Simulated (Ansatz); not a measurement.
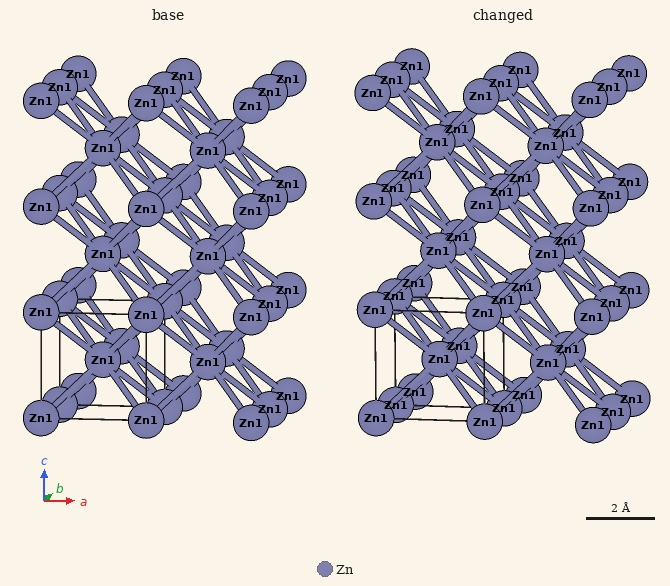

Left: a symmetric starting cell of Zn. Right: the same structure after one change, at the same scale. A ball-and-stick model of the conventional cell (2 times the calculation's cell), repeated 2 × 2 × 3 with one cell outlined, seen slightly off an axis. Lengths and directions refer to the drawn axes.

All numbers below come from DFT PBEsol, scalar-relativistic, plane waves, PAW in Ansatz 0.2.0. Set-up: plane-wave cutoff 420 eV; k-point mesh 16 × 16 × 16; occupations gaussian; smearing width 0.1 eV; no spin polarisation.

What distinguishes the right structure from the left one?

Answer. The cell is strained by +4.4 % along [1 1 −1], +3.0 % roughly along [2 −3 0], +1.8 % along [2 1 3] (volume +9.4 %), the atoms keeping their fractional coordinates. No relaxation follows. The starting cell wasn't computed here and needn't be at equilibrium, so pressure and forces aren't due to the change alone.

How do the computed properties respond?

Answer. The pressure is −8.7 GPa (not all of it need come from the change, since the unchanged cell can be under pressure at this level too). The principal stresses (compression positive) are −8.4 GPa along [2 1 3], −8.7 GPa roughly along [2 −3 0], −9.1 GPa along [1 1 −1]. All forces vanish by symmetry. Near-neighbour distances before and after: Zn–Zn 2.718 → 2.777 to 2.838 Å. The space group (tolerance 0.01 Å) goes from Im-3m (No. 229) to P-1 (No. 2).
